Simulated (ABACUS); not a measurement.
# A series of single points on BN

System: BN (P6₃mc, 4 atoms in the cell).
Method: Kohn-Sham DFT of a periodic cell, PBE, PseudoDojo NC SR 0.4.1 PBE standard, no spin polarisation (ABACUS 3.10.1).

The 7 runs differ only in the geometry, by an even scaling of the cell at fixed fractional positions. The structure derives from a Materials Project entry.

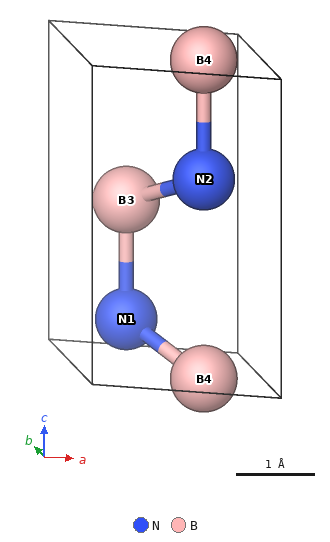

Figure 1. The structure of run 4 (ball-and-stick view of the cell of the calculation, seen slightly off an axis; atoms are numbered from 1 in the order of the input).

**The input of run 4**
```
INPUT_PARAMETERS
suffix              BN
calculation         scf
basis_type          lcao
pseudo_dir          ./
orbital_dir         ./
symmetry            1
dft_functional      pbe
ecutwfc             100
pseudo_rcut         10
nspin               1
nbands              12
ks_solver           genelpa
smearing_method     fd
smearing_sigma      0.00367493
scf_thr             1e-07
scf_nmax            100
mixing_type         broyden
mixing_beta         0.7
cal_force           1
cal_stress          1
out_mul             1
```

**File STRU of run 4**
```
ATOMIC_SPECIES
N 14.0070 N.upf
B 10.8100 B.upf

NUMERICAL_ORBITAL
N_confined-atom_6au_2s2p1d.orb
B_confined-atom_7au_2s2p1d.orb

LATTICE_CONSTANT
1.8897261246

LATTICE_VECTORS
2.5539396017 0.0000000000 0.0000000000
-1.2769698009 2.2117765748 0.0000000000
0.0000000000 0.0000000000 4.2268550000

ATOMIC_POSITIONS
Direct

N
0.0
2
0.3333333333 0.6666666667 0.1252760000 1 1 1
0.6666666667 0.3333333333 0.6252760000 1 1 1

B
0.0
2
0.3333333333 0.6666666667 0.4997240000 1 1 1
0.6666666667 0.3333333333 0.9997240000 1 1 1
```

**File KPT of run 4**
```
K_POINTS
0
Gamma
12 12 6 0 0 0
```

Command:
```bash
OMP_NUM_THREADS=1 mpirun -np 4 abacus > log
```

Lattice vectors (Å) and fractional positions of run 4:
```
   2.553940    0.000000    0.000000
  -1.276970    2.211777    0.000000
   0.000000    0.000000    4.226855
N   0.333333  0.666667  0.125276
N   0.666667  0.333333  0.625276
B   0.333333  0.666667  0.499724
B   0.666667  0.333333  0.999724
```

Run 5 differs from it as follows:
```diff
-2.5539396017 0.0000000000 0.0000000000
--1.2769698009 2.2117765748 0.0000000000
-0.0000000000 0.0000000000 4.2268550000
+2.5708536019 0.0000000000 0.0000000000
+-1.2854268010 2.2264245287 0.0000000000
+0.0000000000 0.0000000000 4.2548482330
```

**Results, with one run withheld**

```tsv
run	volume per atom (Å³)	free energy per atom, from the lowest run given (meV)	pressure (GPa)	gap on the mesh (eV)
1	5.611	28.72	26.40	5.23
2	5.730	12.63	16.94	5.26
3	5.850	3.26	8.34	5.29
4	5.969	0.00	0.53	5.31
5	6.088	?	?	?
6	6.208	9.63	−13.02	5.35
7	6.327	21.54	−18.88	5.37
```

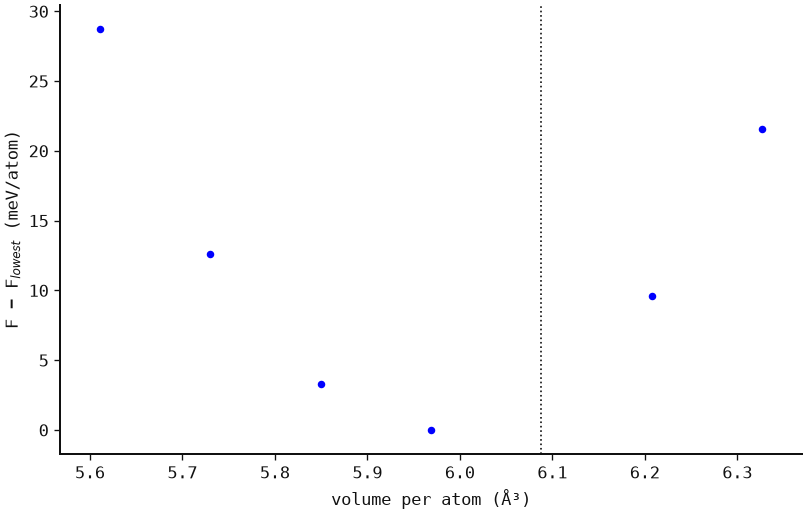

Figure 2. Free energy per atom of the runs given; the dotted line marks run 5.

Estimate the energy of run 5 from the others.

A cubic polynomial in V^(−2/3) (the Birch–Murnaghan form), fitted to the 6 runs given, misses them by at most 0.03 meV per atom. With x = V^(−2/3) − 0.30488 Å⁻², it reads F = 0.25401 + 427.88 x + 1.6837e+05 x² − 59042 x³ (meV per atom). At run 5 it gives 2.27 meV per atom, and the run itself gives 2.29. The slope of the fit gives a pressure −dF/dV of −6.55 GPa there, and the run prints −6.57 GPa. The fit has its minimum at 5.978 Å³ per atom, where V d²F/dV² gives 370 GPa. Cell shape and fractional positions are held, so this is the stiffness under even scaling; the relaxed bulk modulus wasn't computed. The gap on the mesh goes, without turning, from 5.23 eV in run 1 to 5.37 eV in run 7; run 5 has 5.33 eV. These are gaps of this functional on this mesh, which can miss the band edges; they aren't the measured gap.

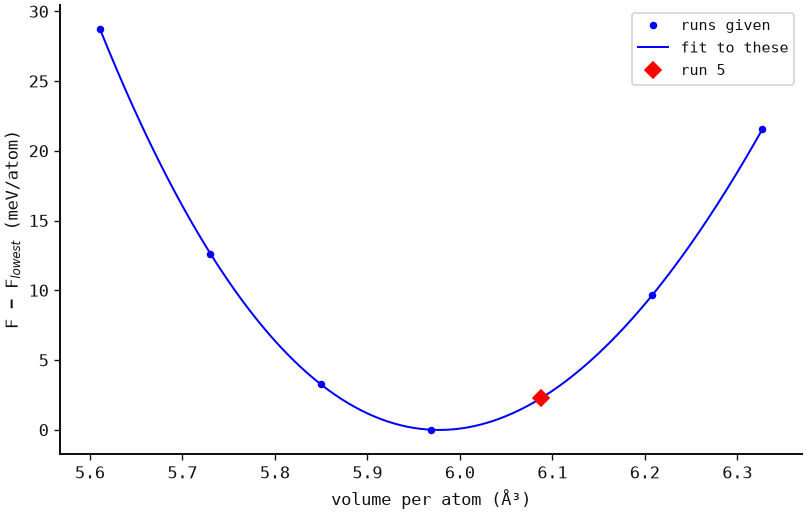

Figure 3. The fit and the withheld run.

**Some lines of the output (run 5)**
```
[...]
 E_Fermi        1.0947720803         14.8951383035
 E_Fermi        1.0498818611         14.2843755383
 E_Fermi        0.8659674106         11.7820910660
 E_Fermi        0.8750411176         11.9055451833
 E_Fermi        0.8753830540         11.9101974672
 E_Fermi        0.8754423778         11.9110046091
 E_Fermi        0.8754607150         11.9112540988
 E_Fermi        0.8754592396         11.9112340259
 E_KS(sigma->0) -53.5734818722       -728.9046151621
 E_Fermi        0.8754590696         11.9112317124
 final etot is -728.90461516 eV
 EFERMI = 11.911231712 eV
 TOTAL-PRESSURE: -65.668245 KBAR
 !FINAL_ETOT_IS -728.9046151620793808 eV
```

Notes: Points of doubt noted for this run: home made orbitals.
